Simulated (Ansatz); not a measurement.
## Si8O15 (charge −2): geometry relaxation (part 3 of 3)

Si8O15 (defect cell, 23 atoms in the cell, total charge −2); DFT PBEsol, scalar-relativistic, plane waves, PAW, PAW set soft_1, no spin polarisation (Ansatz 0.2.0); cutoff 420 eV, 3×3×3 k-mesh, Gaussian smearing of 0.02 eV. The structure derives from an entry of the Crystallography Open Database. It belongs to a series of runs on one base structure; here: end point B relaxed.

Geometry of the input (Å; fractional positions):
```
0.0000  5.0462  4.4946
4.0970  0.0000  4.4946
4.0970  5.0462  0.0000
Si 0.2011  0.0489  0.9511
Si 0.2989  0.4511  0.0489
Si 0.7989  0.9511  0.0489
Si 0.2011  0.0489  0.4511
O  0.4047  0.5139  0.2198
O  0.2638  0.1547  0.6117
O  0.3617  0.7198  0.5139
O  0.4698  0.1116  0.1547
O  0.0952  0.9861  0.2802
O  0.2362  0.3452  0.8883
O  0.1384  0.7802  0.9861
O  0.0302  0.3883  0.3453
Si 0.7011  0.5489  0.4511
Si 0.7989  0.9511  0.5489
Si 0.2989  0.4511  0.5489
Si 0.7011  0.5489  0.9511
O  0.9047  0.0139  0.7197
O  0.7639  0.6548  0.1117
O  0.8617  0.2198  0.0138
O  0.5952  0.4861  0.7802
O  0.7361  0.8452  0.3884
O  0.6383  0.2802  0.4862
O  0.9698  0.6116  0.6548
```

Trajectory as extended XYZ, continued:
```
23
Lattice="0.0000 5.0462 4.4946 4.0970 0.0000 4.4946 4.0970 5.0462 0.0000" Properties=species:S:1:pos:R:3:forces:R:3 step=6 energy=-13376.42552 accepted=F
Si    4.0777    6.1345    1.0957   -0.1991  -0.5191  -0.4878
Si    2.0584    1.7192    3.3734   -0.1056  -0.0037   0.5032
Si    4.1495    4.3259    7.8783    0.2062  -0.2587  -0.5996
Si    2.0893    3.2832    1.1011   -0.1371  -0.5552   0.2703
O     2.9120    3.0698    4.2467    0.7144   0.1306  -0.4686
O     3.0047    4.3464    2.0037    0.2677   0.2430  -0.5946
O     5.0788    4.4221    4.9054   -0.5006  -0.1155  -0.4154
O     1.0224    3.0083    2.6074    0.6303   0.0467  -0.3827
O     5.3445    1.9405    4.6925    0.4432   0.6689   0.6985
O     5.1857    5.5226    2.7841   -0.1091   0.3177  -0.7856
O     7.2887    5.6183    4.0015   -0.1402   0.6548   0.6709
O     2.9751    1.8737    1.8631   -0.0546   0.1239  -0.2635
Si    4.1176    5.7477    5.6065   -0.0193   0.4886   0.4258
Si    6.1969    7.0020    7.6688   -0.2209  -0.3810  -0.5443
Si    4.0118    4.3776    3.3737    0.0619  -0.7064   0.0419
Si    6.0409    8.3231    5.7194    0.4512  -0.4228   0.2393
O     3.1032    8.2132    4.0965   -1.0941  -0.0670   0.8246
O     3.2110    4.4133    6.3471   -0.8014  -0.0234   0.1573
O     0.9704    4.4306    4.8195    0.1105   0.1985   1.2784
O     5.2245    6.9110    4.9131   -0.5022  -0.1425   0.0767
O     5.0658    5.6188    7.0509    0.1150   0.2583   0.2973
O     3.1841    5.6743    4.1112    0.0619  -0.2279   0.3891
O     4.9124    8.1915    7.2347    0.8221   0.2918  -1.3316
23
Lattice="0.0000 5.0462 4.4946 4.0970 0.0000 4.4946 4.0970 5.0462 0.0000" Properties=species:S:1:pos:R:3:forces:R:3 step=7 energy=-13376.87014
Si    4.0818    6.0209    1.1113    0.0209   0.0298  -0.1222
Si    2.0565    1.7140    3.3915   -0.1005   0.1370   0.0013
Si    4.1461    4.3096    7.8912    0.0453  -0.0370  -0.0386
Si    2.0628    3.2654    1.0983    0.0205   0.0124   0.0712
O     2.9495    3.0798    4.2030    0.0044  -0.0028   0.0002
O     3.0310    4.3728    1.9407    0.0225   0.0374   0.0173
O     5.0312    4.4220    4.8821   -0.0811   0.0032  -0.0006
O     1.0624    3.0493    2.6070    0.0111  -0.0056   0.0170
O     5.3538    1.9752    4.7022   -0.0222  -0.0502   0.0208
O     5.1481    5.5762    2.7324   -0.0248  -0.0824  -0.0064
O     7.2684    5.6231    4.0208    0.0814  -0.0605   0.0987
O     2.9819    1.8866    1.8689    0.0214  -0.0206   0.0015
Si    4.0950    5.7675    5.6234   -0.0017   0.0168  -0.0228
Si    6.2094    6.9481    7.6753   -0.0020  -0.0140  -0.0277
Si    4.0128    4.3316    3.3696   -0.0161   0.1337   0.0236
Si    6.1024    8.2815    5.7494    0.0453  -0.0220  -0.0522
O     3.0707    8.2255    4.1305   -0.0235   0.0508  -0.0136
O     3.1740    4.4203    6.3763   -0.0478  -0.0228   0.0719
O     0.9679    4.4547    4.8782   -0.0189  -0.0189   0.0021
O     5.2100    6.9224    4.9083   -0.0314   0.0185  -0.0069
O     5.0545    5.6297    7.0714   -0.0087  -0.0126   0.0306
O     3.1727    5.6494    4.1221   -0.0072  -0.0303   0.0138
O     4.9824    8.2423    7.1405    0.1131  -0.0598  -0.0789
23
Lattice="0.0000 5.0462 4.4946 4.0970 0.0000 4.4946 4.0970 5.0462 0.0000" Properties=species:S:1:pos:R:3:forces:R:3 step=8 energy=-13376.83519 accepted=F
Si    4.0648    6.0455    1.0677    0.2797  -0.0247   0.0958
Si    2.0390    1.7141    3.3945    0.1166   0.1853  -0.0449
Si    4.1460    4.2995    7.8986    0.1257   0.0965  -0.0907
Si    2.0732    3.2648    1.1066   -0.1561  -0.0776   0.0274
O     2.9701    3.0617    4.2287   -0.2173   0.1638  -0.3758
O     3.0225    4.3713    1.9615    0.0134  -0.0014  -0.1446
O     5.0076    4.3987    4.8965    0.2050   0.2305  -0.0743
O     1.0583    3.0447    2.6162    0.0234  -0.0119  -0.0301
O     5.3482    1.9712    4.6951    0.0777  -0.0064  -0.0078
O     5.1713    5.5595    2.7444   -0.2125  -0.0085   0.0654
O     7.2812    5.6371    4.0248    0.0363  -0.1945   0.0598
O     2.9798    1.8905    1.8651   -0.0006  -0.0866   0.1240
Si    4.0964    5.7690    5.6132   -0.1677   0.0070   0.1457
Si    6.1962    6.9449    7.6616    0.0092   0.0033   0.1659
Si    4.0295    4.3464    3.3616    0.0135  -0.0554  -0.0471
Si    6.1297    8.2960    5.7486   -0.4011  -0.2162  -0.1704
O     3.0647    8.2368    4.1455   -0.0637  -0.0418  -0.1990
O     3.1572    4.4255    6.3893    0.2896   0.0712   0.0705
O     0.9719    4.4519    4.8783   -0.0285  -0.0050  -0.1378
O     5.1977    6.9193    4.8925    0.1562   0.1041   0.2993
O     5.0528    5.6247    7.0600   -0.0506   0.0397   0.1413
O     3.1736    5.6532    4.1171   -0.0108  -0.1046   0.0218
O     4.9940    8.2413    7.1269   -0.0371  -0.0671   0.1059
23
Lattice="0.0000 5.0462 4.4946 4.0970 0.0000 4.4946 4.0970 5.0462 0.0000" Properties=species:S:1:pos:R:3:forces:R:3 step=9 energy=-13376.87489
Si    4.0862    6.0294    1.0867   -0.0420   0.0087   0.0091
Si    2.0511    1.7206    3.3955    0.0158  -0.0735  -0.0056
Si    4.1467    4.3044    7.8881   -0.0065   0.0146   0.0551
Si    2.0661    3.2675    1.1020    0.0131   0.0268   0.0171
O     2.9526    3.0780    4.2019   -0.0388   0.0055  -0.0004
O     3.0333    4.3794    1.9429   -0.0878  -0.0841  -0.0418
O     5.0223    4.4171    4.8864    0.0311  -0.0019   0.0166
O     1.0623    3.0481    2.6087    0.0138   0.0197  -0.0104
O     5.3540    1.9703    4.7013    0.0500   0.0493  -0.0473
O     5.1524    5.5745    2.7438    0.0427  -0.0173   0.0117
O     7.2738    5.6216    4.0322   -0.0454   0.0617  -0.0699
O     2.9825    1.8859    1.8727   -0.0288   0.0320  -0.0160
Si    4.0909    5.7671    5.6240   -0.0034  -0.0148   0.0068
Si    6.2108    6.9422    7.6729    0.0018   0.0338  -0.0212
Si    4.0209    4.3410    3.3634    0.0185   0.0260  -0.0112
Si    6.1048    8.2794    5.7461    0.0327   0.0054   0.0029
O     3.0663    8.2269    4.1308   -0.0146   0.0112   0.0093
O     3.1674    4.4214    6.3827   -0.0003  -0.0408   0.0062
O     0.9664    4.4519    4.8756    0.0426  -0.0262  -0.0096
O     5.2055    6.9242    4.9086   -0.0027   0.0006   0.0075
O     5.0512    5.6271    7.0714   -0.0111  -0.0098   0.0090
O     3.1688    5.6474    4.1241    0.0253  -0.0110   0.0167
O     4.9891    8.2424    7.1325   -0.0061  -0.0160   0.0652
23
Lattice="0.0000 5.0462 4.4946 4.0970 0.0000 4.4946 4.0970 5.0462 0.0000" Properties=species:S:1:pos:R:3:forces:R:3 step=10 energy=-13376.87549
Si    4.0810    6.0351    1.0867    0.0427  -0.0206  -0.0290
Si    2.0484    1.7162    3.3935   -0.0066   0.0625  -0.0103
Si    4.1479    4.3059    7.8927    0.0271  -0.0169  -0.0458
Si    2.0653    3.2672    1.1024   -0.0124   0.0091   0.0016
O     2.9497    3.0768    4.2024    0.0165   0.0106  -0.0124
O     3.0305    4.3728    1.9431    0.0289   0.0405   0.0311
O     5.0256    4.4184    4.8884   -0.0085  -0.0045  -0.0100
O     1.0601    3.0462    2.6072    0.0093  -0.0065   0.0336
O     5.3555    1.9746    4.6986   -0.0254  -0.0405   0.0105
O     5.1546    5.5688    2.7445   -0.0133   0.0041  -0.0301
O     7.2744    5.6271    4.0266    0.0073  -0.0156   0.0457
O     2.9785    1.8850    1.8692    0.0194  -0.0136   0.0354
Si    4.0909    5.7664    5.6258    0.0033  -0.0170  -0.0294
Si    6.2101    6.9479    7.6707   -0.0305  -0.0079   0.0515
Si    4.0214    4.3401    3.3636   -0.0093   0.0282   0.0128
Si    6.1071    8.2807    5.7433   -0.0231   0.0110   0.0090
O     3.0669    8.2317    4.1324   -0.0205  -0.0388  -0.0238
O     3.1707    4.4172    6.3829   -0.0291   0.0063   0.0127
O     0.9706    4.4512    4.8753   -0.0192   0.0172   0.0053
O     5.2042    6.9251    4.9094    0.0140  -0.0164   0.0043
O     5.0506    5.6281    7.0725    0.0272  -0.0031   0.0125
O     3.1725    5.6458    4.1252   -0.0319   0.0296  -0.0152
O     4.9891    8.2393    7.1379    0.0342  -0.0178  -0.0599
23
Lattice="0.0000 5.0462 4.4946 4.0970 0.0000 4.4946 4.0970 5.0462 0.0000" Properties=species:S:1:pos:R:3:forces:R:3 step=11 energy=-13376.87632
Si    4.0836    6.0333    1.0837   -0.0043   0.0043   0.0036
Si    2.0496    1.7189    3.3939   -0.0026  -0.0024   0.0061
Si    4.1477    4.3045    7.8908   -0.0050  -0.0023   0.0078
Si    2.0654    3.2680    1.1029   -0.0021  -0.0095  -0.0030
O     2.9506    3.0784    4.2019    0.0017   0.0044  -0.0015
O     3.0300    4.3752    1.9430    0.0210   0.0044   0.0146
O     5.0243    4.4177    4.8880   -0.0064   0.0006  -0.0070
O     1.0615    3.0471    2.6091   -0.0073  -0.0027  -0.0043
O     5.3547    1.9725    4.6990   -0.0016   0.0047   0.0182
O     5.1552    5.5707    2.7436   -0.0046  -0.0065   0.0072
O     7.2740    5.6260    4.0285    0.0086  -0.0162  -0.0016
O     2.9801    1.8859    1.8717    0.0076  -0.0089  -0.0144
Si    4.0911    5.7657    5.6250   -0.0031   0.0038   0.0075
Si    6.2093    6.9462    7.6726    0.0014   0.0014  -0.0076
Si    4.0217    4.3423    3.3627    0.0028  -0.0020  -0.0149
Si    6.1063    8.2802    5.7447    0.0063  -0.0184  -0.0042
O     3.0652    8.2290    4.1316    0.0095   0.0153  -0.0019
O     3.1684    4.4177    6.3838    0.0107   0.0141  -0.0051
O     0.9692    4.4508    4.8751   -0.0128   0.0064   0.0010
O     5.2055    6.9238    4.9098   -0.0011  -0.0012  -0.0020
O     5.0514    5.6264    7.0729   -0.0158  -0.0005  -0.0090
O     3.1708    5.6478    4.1246    0.0140  -0.0109   0.0057
O     4.9897    8.2397    7.1354   -0.0171   0.0221   0.0050
23
Lattice="0.0000 5.0462 4.4946 4.0970 0.0000 4.4946 4.0970 5.0462 0.0000" Properties=species:S:1:pos:R:3:forces:R:3 step=12 energy=-13376.87632
Si    4.0836    6.0333    1.0837   -0.0045   0.0042   0.0037
Si    2.0496    1.7189    3.3939   -0.0025  -0.0023   0.0061
Si    4.1477    4.3045    7.8908   -0.0051  -0.0023   0.0077
Si    2.0654    3.2680    1.1029   -0.0020  -0.0095  -0.0029
O     2.9506    3.0784    4.2019    0.0016   0.0044  -0.0015
O     3.0300    4.3752    1.9430    0.0211   0.0046   0.0146
O     5.0243    4.4177    4.8880   -0.0064   0.0006  -0.0069
O     1.0615    3.0471    2.6091   -0.0074  -0.0027  -0.0042
O     5.3547    1.9725    4.6990   -0.0016   0.0046   0.0180
O     5.1552    5.5707    2.7436   -0.0047  -0.0065   0.0072
O     7.2740    5.6260    4.0285    0.0088  -0.0162  -0.0015
O     2.9801    1.8859    1.8717    0.0075  -0.0089  -0.0144
Si    4.0911    5.7657    5.6250   -0.0031   0.0038   0.0076
Si    6.2093    6.9462    7.6726    0.0014   0.0014  -0.0077
Si    4.0217    4.3423    3.3627    0.0027  -0.0020  -0.0151
Si    6.1063    8.2802    5.7447    0.0064  -0.0185  -0.0042
O     3.0652    8.2290    4.1316    0.0096   0.0153  -0.0020
O     3.1684    4.4177    6.3838    0.0107   0.0140  -0.0052
O     0.9692    4.4508    4.8751   -0.0127   0.0065   0.0011
O     5.2055    6.9238    4.9098   -0.0011  -0.0011  -0.0020
O     5.0514    5.6264    7.0729   -0.0157  -0.0004  -0.0089
O     3.1708    5.6478    4.1246    0.0139  -0.0109   0.0057
O     4.9897    8.2397    7.1354   -0.0169   0.0219   0.0049
```

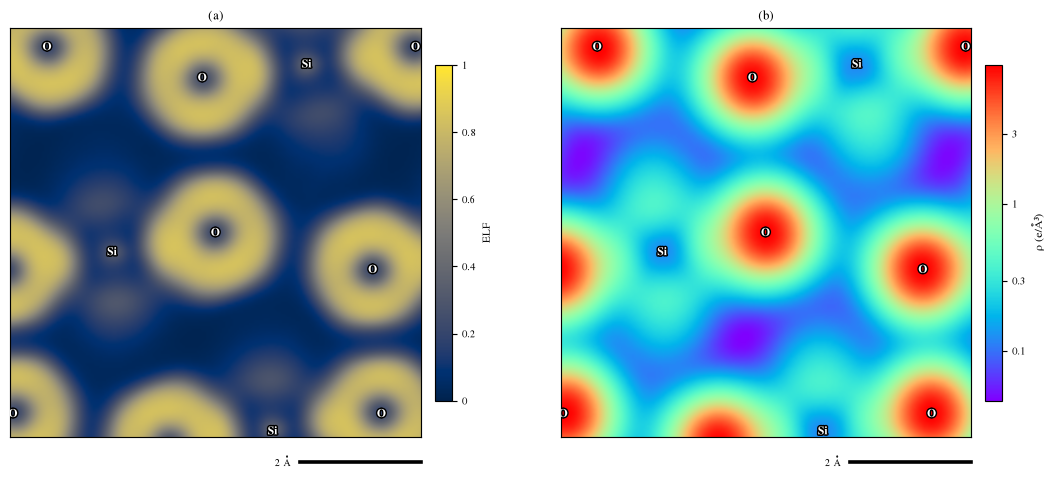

(a) ELF; (b) valence charge density (pseudo) on the (101) plane of the calculation cell. The section cuts through Si and O sites. Si–O (1.75 Å): ρ at the midpoint is about 0.99 e/Å³; the ELF peaks at about 0.85 between the atoms, which marks a shared but strongly polarised pair. Si–O (1.83 Å): ρ at the midpoint is about 0.83 e/Å³; the ELF peaks at about 0.85 between the atoms (a polar covalent bond). Away from the nuclei the density in this plane falls to 0.05 e/Å³ at its lowest. In a PAW calculation such maps are meaningful between the atoms, not at the nuclei.

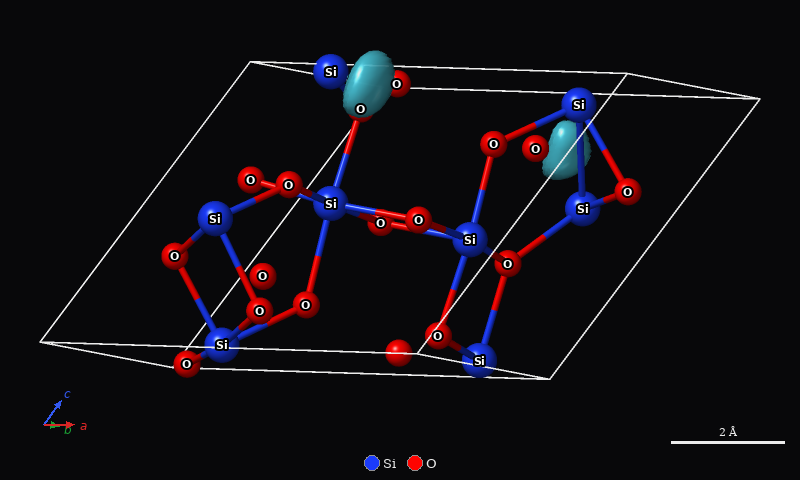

Isosurface of the electron localisation function at 0.9 (cyan), seen at an oblique angle. Core shells and regions of very low density are left out. Sticks mark near contacts. The outline is the calculation cell. Along the contacts the grid gives the following. Si–Si (2.35 Å): the ELF peaks at about 0.85 between the atoms, which marks a shared electron pair.

Summary:

| quantity | value |
| --- | --- |
| outcome | converged |
| electrons treated | 124 |
| free energy | −13376.8763 eV |
| Fermi energy | 14.623 eV |
| gap on the k-point mesh | 1.44 eV |
| final volume | 185.85 Å³ |
| largest force (length of the vector) at the end | 0.028 eV/Å |
| wall time | 1.7 min (CPU time 3.3 min) |
| peak memory | 0.68 GiB |

Notes:

Warnings of the run: the PAW datasets were made with another functional. The cell is charged and computed with a neutralising background, so its energy and pressure depend on the cell and aren't those of a real crystal.
